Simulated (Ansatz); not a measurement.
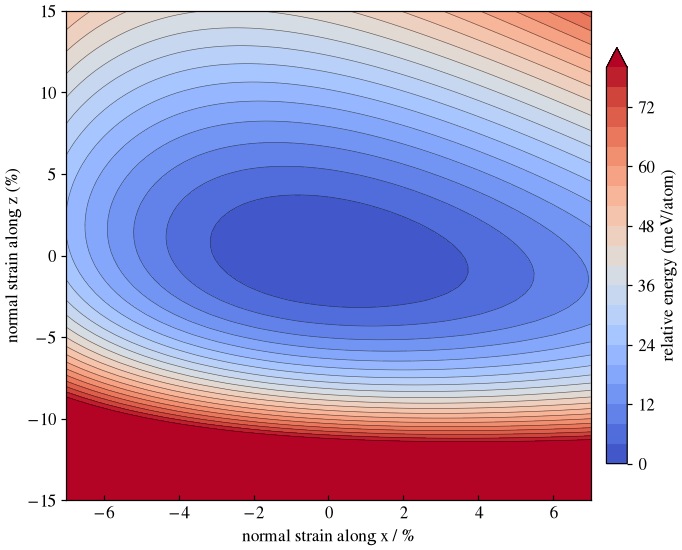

KF (Fm-3m, No. 225; 2 atoms in the cell). 
- The energy is mapped over two homogeneous strains (x, y and z along the cube axes).
- Coordinates scanned: (1) normal strain along x; (2) normal strain along z.
- Nothing is relaxed (symmetry fixes all fractional coordinates).
- Grid: 9 × 9 points.
- Points are written as (first, second).
- All energies are given in meV/atom relative to the lowest grid point.
- These are results of DFT PBE, scalar-relativistic, plane waves, PAW (Ansatz 0.2.0), not measurements. Settings: cutoff 520 eV, k-mesh 8×8×8, gaussian smearing 0.05 eV, no spin polarisation.

Drawn: filled contours, one colour for all values above the top of the scale. Between grid points the surface is interpolated.

The lowest grid point is at (0.00 %, 0.00 %). It is the only kind of minimum in the scanned range. The highest grid point, (−7.00 %, −15.00 %), lies 225 meV/atom above the lowest. Round the minimum the valley is somewhat tilted: raising normal strain along x shifts the best value of normal strain along z downwards (coupling k₁₂/√(k₁₁k₂₂) about 0.2). The gap on the k-mesh is 6.0 eV at the lowest point and runs from 5.0 to 6.7 eV over the map.

The level of theory is changed to DFT LDA, scalar-relativistic, plane waves, PAW (Ansatz 0.2.0); with it change the cell, relaxed at the new level (first cell vector 3.651 Å, before 3.833 Å).

What does this change do to the map?

Answer. The lowest place stays at (0.00 %, 0.00 %). The span from the lowest to the highest grid point grows from 225 to 307 meV/atom. The curvature at the minimum changes from about 59 to 96.2 GPa along normal strain along x and from about 58 to 95.5 GPa along normal strain along z. In the new map: the gap on the k-mesh is 6.4 eV at the lowest point and runs from 5.2 to 7.0 eV over the map.

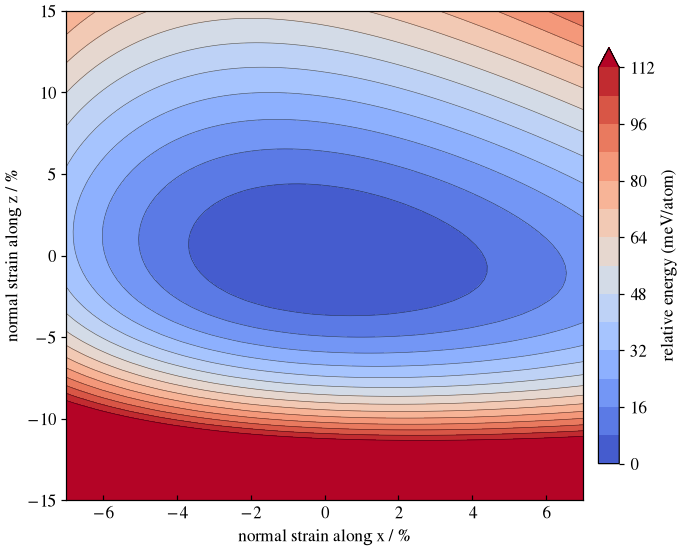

The map after the change, on a colour scale of its own. In the figure: filled contours, one colour for all values above the top of the scale. Between grid points the surface is interpolated.
